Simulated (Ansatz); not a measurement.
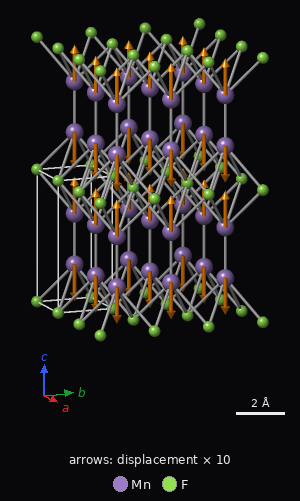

This is a relaxation of solid Mn2F (a generated structure, set up in P4/mmm). The starting structure is drawn; orange arrows show the displacements (the part carried along by the change of the cell is left out), magnified 10 times.

The picture is a ball-and-stick view of the cell of the calculation, repeated 3 × 3 × 2 with one cell outlined, seen slightly off an axis.

All numbers below come from Ansatz, DFT PBE, scalar-relativistic, plane waves, PAW.

Input
```yaml
crystal:
  lattice:
    - [2.4650529567, 0.0, 0.0]
    - [0.0, 2.4650529567, 0.0]
    - [0.0, 0.0, 5.7324175201]
  atoms:
    - { symbol: Mn, position: [0.5, 0.5, 0.3081330109], spin: -2.04 }
    - { symbol: Mn, position: [0.5, 0.5, 0.6918669891], spin: -2.04 }
    - { symbol: F, position: [0.0, 0.0, 0.0] }
basis:
  ecutwfc: 420
kpoints:
  mp_grid: { grid: [18, 18, 8] }
hamiltonian:
  xc: pbe
scf:
  occupations: { method: gaussian, width: 0.1 }
output:
  forces: true
  stress: true
  eigenvalues: true
  populations: true
  write_density: true
  write_potential: true
  elf: true
  volumetric_format: npy
magnetization:
  spin_polarized: true
relax:
  adjacent_minimum: "off"
  f_tol: 0.01
  max_steps: 80
  cell: { stress_tol: 0.05 }
```

Command:
```bash
ansatz run input.yaml --threads 1 --pin off --max-ram 2048MiB --backend cpu --events-out ev --progress --plain --runs-dir out
```

Q: Which element moves most?

A: Manganese: up to 0.16 Å, against 0.00 Å for fluorine.

Q: Describe the change and its energy.

A: After 13 accepted moves (17 points after the start) the energy has fallen by 0.329 eV per cell of the calculation. The largest force component goes from 0.011 to 0.0022 eV/Å. The pressure goes from 0.68 to 0.01 GPa. The line search rejected the trial step at point 6 of the run. The SCF was repeated 3 times at an unchanged geometry on a basis and grid sized afresh for the cell, which shifted the energy by 56.9 meV per cell of the calculation at most. The largest moves relative to the cell, 0.16 Å, are those of Mn1 and Mn2. Mn2 goes along +c. F stays in place. The volume changes by +25.1 %, with a = b 2.465 → 2.686 Å (+9.0 %), c 5.732 → 6.040 Å (+5.4 %). Among the contacts that change: Mn1–Mn2 2.200 → 2.638 Å, Mn1–Mn1 2.465 → 2.686 Å, Mn1–F3 2.482 → 2.550 Å. The space group stays P4/mmm (No. 123). The run may lie on a higher electronic state than the lowest, so the end point isn't shown to be the ground-state structure.
